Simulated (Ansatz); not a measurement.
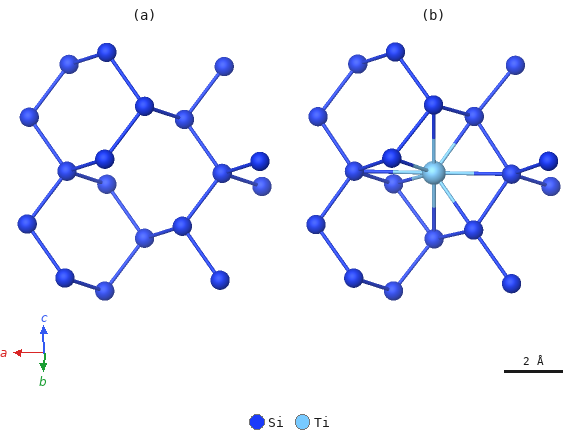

Left: perfect Si. Right: the same region with one point defect, after relaxing the atoms in a supercell of 64 sites. A ball-and-stick model of the atoms within 5.4 Å of one point, in a slice 4.2 Å thick across the line of sight, seen from a free direction.

The calculation used Ansatz 0.2.0, DFT, PBEsol, PAW, plane waves. Set-up: plane-wave cutoff 420 eV; k-point mesh 1 × 1 × 1; mesh shifted by (0.25, 0.25, 0.25); collinear spin. Fermi-Dirac smearing of 0.01 eV. A uniform background neutralises the charged cell. The axes drawn are those of the host's conventional cell.

Which defect is it?

An extra titanium atom is put between the host's atoms (an interstitial).

The charge state of the cell is +2.

What does the relaxation do around it?

The Ti atom starts with 10 Si at 2.35 to 2.72 Å around its place and ends with 10 Si at 2.46 to 2.79 Å. Of the host's atoms, a silicon atom moves furthest from its site, by 0.16 Å. The cell's net moment is 2.00 μB.

Limits of the set-up: the cell is charged, on a uniform background, and energies carry no finite-size correction.
